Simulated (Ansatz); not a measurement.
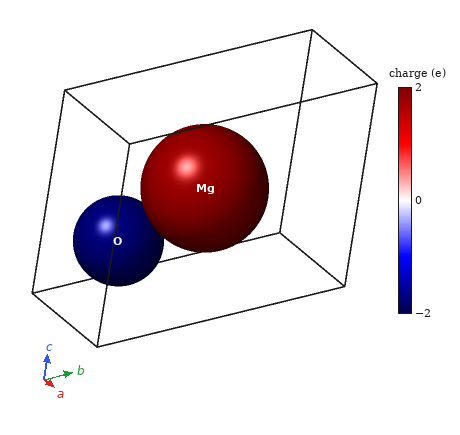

Spheres-only representation of a periodic structure, projected slightly off an axis. The simulation cell is drawn as a box. The atoms of this MgO cell are coloured by their Bader charge.

Calculation details: DFT PBEsol, scalar-relativistic, plane waves, PAW (Ansatz); plane-wave cutoff 420 eV, Brillouin-zone sampling on an 8×8×8 mesh, Gaussian smearing of 0.02 eV, no spin polarisation.

Q: Which element is the most positive, and which the most negative?

A: Most positive: Mg; most negative: O. Charges: about Mg +1.7 e; O -1.7 e. The transfer is large, as in an ionic solid.

Source of the structure: a structure type filled with these elements by a generator (whether the compound takes this form wasn't checked). Earlier steps of the study may have refined or changed the cell and positions. It was the input of a calculation with Ansatz.
